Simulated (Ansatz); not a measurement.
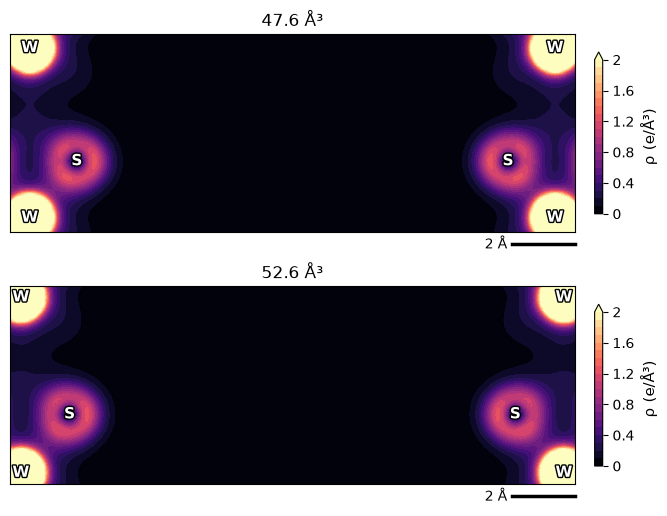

WS$_{2}$. The valence pseudo-density of cells scaled evenly to different volumes (given per atom above each panel), on the (110) plane of each (indices in the axes of the cell below), at one length scale and on one colour scale.

A structure from a database of computed crystals, not necessarily the ambient phase; PAW files of the earlier set (soft_1).

Theory: DFT PBE+D3(BJ), scalar-relativistic, plane waves, PAW in Ansatz 0.2.0.

The density is the valence pseudo-density of a PAW calculation; it isn't the true density close to the nuclei.

The largest cell:

```
W S
1.0
     3.23888    0.00000    0.00000
    -1.61944    2.80496    0.00000
     0.00000    0.00000   17.36335
W S
1 2
Direct
  0.33333 0.66667 0.00000
  0.66667 0.33333 0.91039
  0.66667 0.33333 0.08961
```

| volume (Å³/atom) | W–S contact in the plane (Å) | ρ at its midpoint (e/Å³) | pressure (GPa) | gap on the mesh (eV) | 
| --- | --- | --- | --- | --- |
| 47.62 | 2.354 | 0.695 | 4.2 | 1.67 | 
| 48.83 | 2.373 | ? | ? | ? | 
| 52.58 | 2.433 | 0.607 | −1.8 | 1.46 | 

Q: Estimate the missing row, and compare with the calculation.

A: Over the known rows ln ρ falls by 1.71 per Å of W–S distance (the line through the two), which gives 0.673 e/Å³ at 2.373 Å; the calculation gives 0.672 e/Å³. For the pressure, a straight line in volume between the neighbouring rows gives 2.7 GPa; the calculation gives 2.4, lower because pressure rises ever faster on compression. For the gap on the mesh, a straight line in volume between the neighbouring rows gives 1.62 eV; the calculation gives 1.61.
